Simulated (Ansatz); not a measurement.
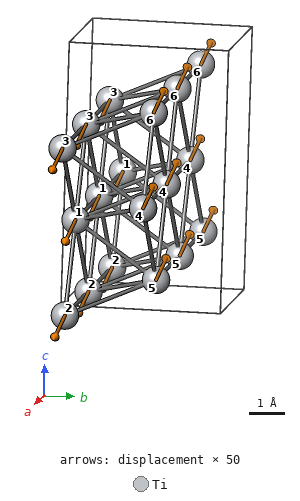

A relaxation of a crystal of Ti (set up in P-1). The starting structure is drawn; orange arrows show the displacements (the part carried along by the change of the cell is left out), magnified 50 times.

The picture is a ball-and-stick view of the reduced cell, repeated 3 × 1 × 1 with one cell outlined, seen slightly off an axis. Lengths and directions refer to the drawn axes.

Case: film's bulk on the substrate's plane, third vector and atoms relaxed.

The calculation used Ansatz 0.2.0, DFT PBE, scalar-relativistic, plane waves, PAW. Set-up: plane-wave cutoff 420 eV; k-point mesh 7 × 4 × 16; occupations gaussian; smearing width 0.1 eV; no spin polarisation; cell relaxed at fixed a, b, gamma; force threshold 0.01 eV/Å; at most 50 steps.

Question: What did the optimiser do to the structure, and how much energy did it gain?

Answer: The energy falls by 3.4 meV per atom in 2 accepted moves (3 points after the start). The largest force component goes from 0.13 to 0.0065 eV/Å. The pressure goes from −2.43 to −3.23 GPa. At 1 point the geometry stayed and the basis and grid were re-selected for the new cell (energy shift of less than 0.05 meV per atom at most each time). The largest moves relative to the cell, 0.037 Å, are those of Ti1, Ti2, Ti3, Ti4, Ti5 and Ti6. Ti6 goes roughly along −a. The drawn cell changes as follows: a 2.956 → 2.967 Å (+0.4 %), b 4.722 → 4.721 Å (0.0 %), c 7.740 → 7.779 Å (+0.5 %), α 90.2° → 90.4°, β 97.7° → 98.2°, γ 94.1° → 93.9°; the volume changes by +0.7 %. Among the contacts that change: Ti1–Ti4 2.814 → 2.866 Å, Ti1–Ti4 (another image) 2.961 → 3.003 Å, Ti1–Ti4 (another image) 2.840 → 2.806 Å, Ti1–Ti4 (another image) 3.032 → 2.998 Å. The space group stays P-1 (No. 2). Cost: 25 s on 8 threads of Intel(R) Xeon(R) Platinum 8488C (Sapphire Rapids) (shared host), peak memory 1.2 GiB.
